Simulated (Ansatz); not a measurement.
ZnO

```
Zn O
1.0
     2.86233    0.00000    0.00000
     0.00000   10.00587    0.00000
     0.00000    0.00000    2.92378
Zn O
4 4
Direct
  0.00000 0.64105 0.75000
  0.50000 0.14105 0.75000
  0.00000 0.35895 0.25000
  0.50000 0.85895 0.25000
  0.00000 0.13922 0.25000
  0.50000 0.63922 0.25000
  0.00000 0.86078 0.75000
  0.50000 0.36078 0.75000
```

Space group Cmcm; a structure from a database of computed crystals, not necessarily the ambient phase; started from the TlCl-63 prototype, which need not be the ambient phase.

Theory: Ansatz, DFT, r2SCAN+rVV10, plane waves, PAW.

Core electrons are frozen (PAW), and the valence fields are smoothed inside the atomic spheres.

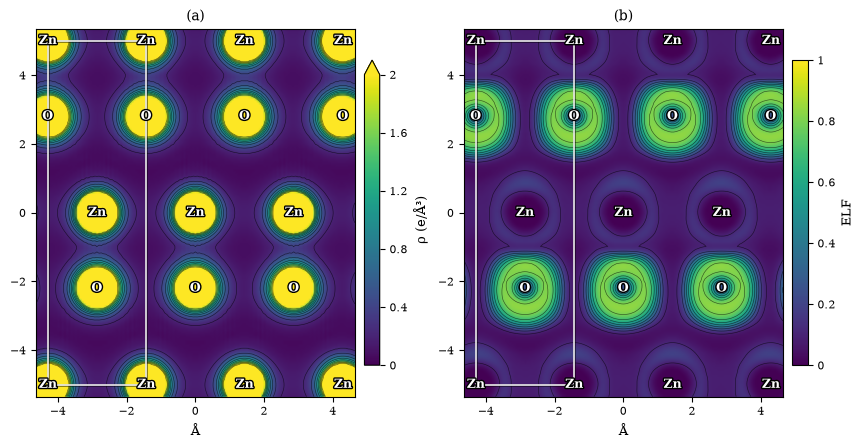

Figure 1. (a) valence charge density (pseudo); (b) ELF on the (001) plane of the conventional cell.

What do the fields say about this system?

Answer. The section cuts through Zn and O sites.
Zn–O (2.20 Å): the density is about 0.38 e/Å³ at the midpoint; the ELF peaks at about 0.85 in the valence shell of O, 0.6 Å from its nucleus, and drops to about 0.10 between the two atoms: no localised pair shows between them.
Between the atoms the lowest density in this plane is 0.05 e/Å³.

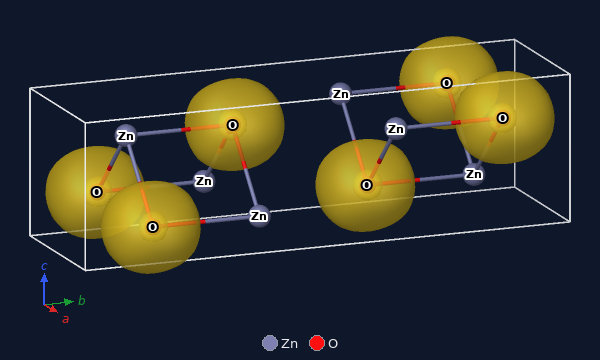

Figure 2. Isosurface of the ELF at 0.6 (yellow), seen slightly off an axis. Core shells and regions of very low density are left out. Sticks mark near contacts.

Where are the electrons localised?

Answer. The ELF exceeds this value in four regions wrapped around O (the valence shell of each), counted in one cell of 8 atoms. Any copies at cell faces, edges or corners count once. Along the contacts the grid gives the following. Zn–O (2.05 Å): the ELF peaks at about 0.80 in the valence shell of O, 0.6 Å from its nucleus, and is about 0.20 at the midpoint; no shared electron pair shows on this line.

Does the calculation give a band gap?

Answer. It is gapped, with a Kohn–Sham gap of 0.60 eV on the k-point mesh (the band edges may lie off the mesh, which would make the gap smaller).
